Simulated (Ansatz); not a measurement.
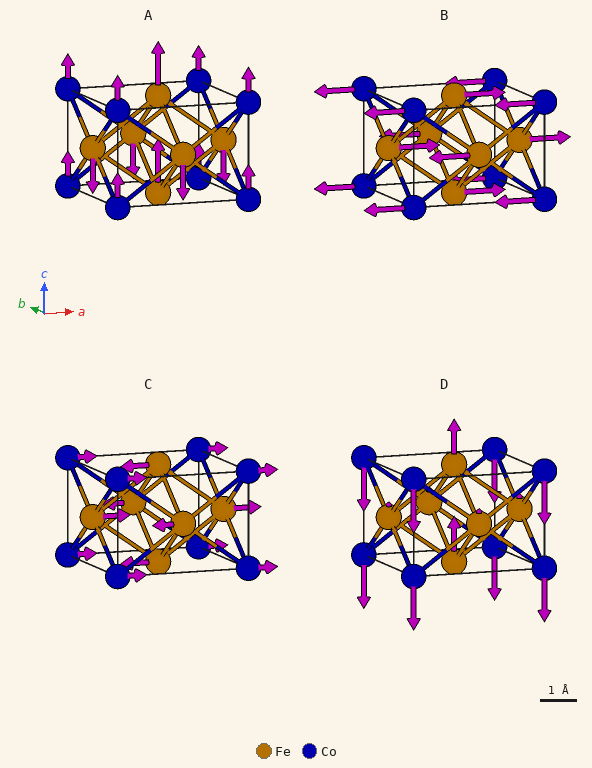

Four optical modes of solid Fe$_{3}$Co at the zone centre, in no order (one member of each degenerate set). The purple arrows give the relative displacements of the atoms. The picture is a ball-and-stick view of the cell of the calculation, seen slightly off an axis.

Computed with DFT PBEsol, scalar-relativistic, plane waves, PAW in Ansatz. Set-up: plane-wave cutoff 420 eV; k-point mesh 10 × 10 × 16; occupations gaussian; smearing width 0.2 eV; collinear spin.

The frequencies depend somewhat on the k-mesh and the smearing.

**Rank the modes by frequency, softest first.**

B (180 cm⁻¹), D (210 cm⁻¹), A (286 cm⁻¹), C (327 cm⁻¹). B, E_u: All motion is along a; the kinetic energy is shared as Fe 75 %, Co 25 %. D, A₂u: The Co sublattice moves against the Fe (1c) and Fe (2e) sublattices, along c; the kinetic energy is shared as Co 61 %, Fe 39 %. A, A₂u: The Fe (1c) and Co sublattices move against the Fe (2e) sublattice, along c; the kinetic energy is shared as Fe 87 %, Co 13 %. C, E_u: All motion is along a; the kinetic energy is shared as Fe 83 %, Co 17 %. The crystal is metallic in this run.
